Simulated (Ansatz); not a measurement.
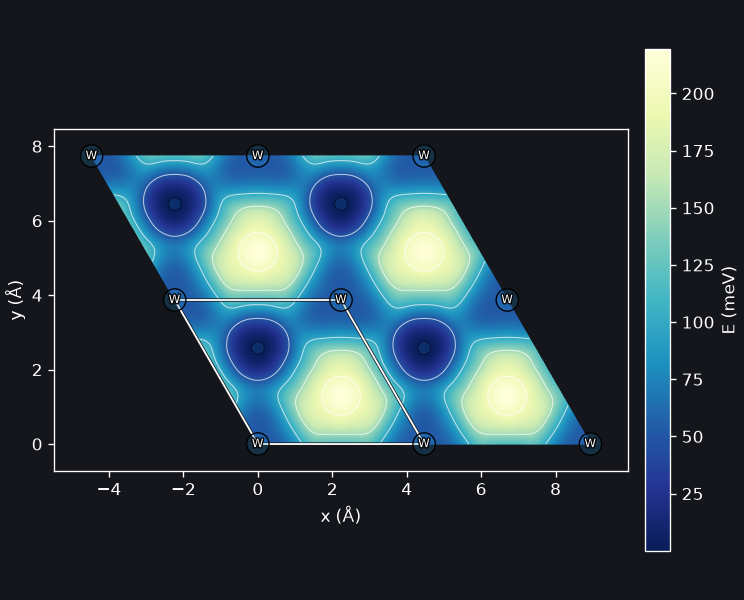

Si on a W(111) slab cut from the Im-3m phase, its upper half relaxed before the scan (6 atoms of substrate and one adsorbate in a 1 × 1 cell). 
- Si is moved over the surface cell at a fixed height above a rigid substrate; the origin of the map has the adsorbate above W6; the height is held at 3.30 Å.
- Places are given modulo a cell vector. The map is drawn in real space over the plane of the surface.
- The grid has 9 × 9 points; 19 points were computed and 62 follow by symmetry.
- Energies: meV, counted from the lowest grid point.
- The runs have no spin polarisation, so an open-shell adsorbate far from the surface lies too high. With one adsorbate in each 1 × 1 cell, its nearest image is 4.5 Å away, so neighbouring adsorbates interact. At a fixed height the lowest place need not be the adsorption site.
- These are results of Ansatz 0.2.0, DFT PBE+D3(BJ), scalar-relativistic, plane waves, PAW, not measurements. Settings: cutoff 420 eV, k-mesh 6×6×1, gaussian smearing 0.1 eV, no spin polarisation.

The picture shows a smooth colour map with a few white contour lines, labelled circles for the atoms of the top layer and small ones for the second layer, the outline of one cell of the 2 × 2 shown. Between grid points the surface is interpolated.

The lowest grid point is at a threefold hollow over a second-layer W atom, (3/9, 6/9) of the cell vectors. A higher local minimum lies near the top site over a surface W atom, (0/9, 0/9) of the cell vectors (52 meV above the lowest at that grid point). The highest grid point, a threefold hollow over a third-layer W atom, (6/9, 3/9) of the cell vectors, lies 219 meV above the lowest. On the interpolated surface the easiest way out of the lowest well to the well at the top site over a surface W atom, (0/9, 0/9) of the cell vectors passes a barrier of about 72 meV.

The scan is repeated with another setting: the height is held at 3.10 Å; all else is set up alike.

How does the landscape change?

Answer. The minimum (interpolated where it lies between grid points) moves from a threefold hollow over a second-layer W atom, (3/9, 6/9) of the cell vectors to the top site over a surface W atom, (0/9, 0/9) of the cell vectors. The span from the lowest to the highest grid point grows from 219 to 311 meV. The easiest pass out of the lowest well goes from about 72 to about 79 meV on the interpolated surfaces. Higher wells of the new map: a threefold hollow over a second-layer W atom, (3/9, 6/9) of the cell vectors, 46 meV up (that grid point lay 0 meV up before).

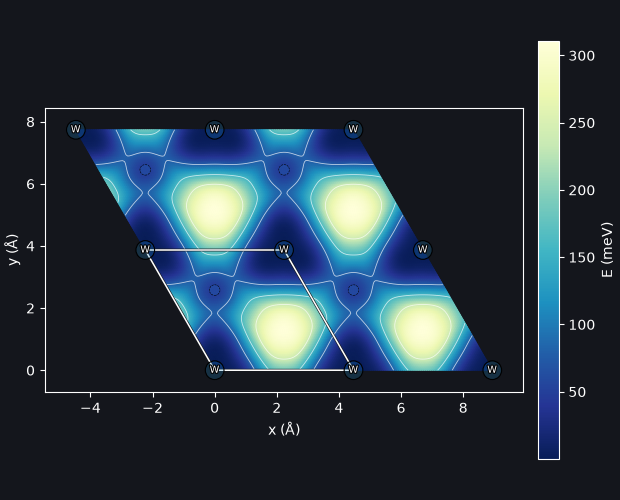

The map after the change, on a colour scale of its own. In the figure: a smooth colour map with a few white contour lines, labelled circles for the atoms of the top layer and small ones for the second layer, the outline of one cell of the 2 × 2 shown. Between grid points the surface is interpolated.

PAW datasets: the set soft_1.
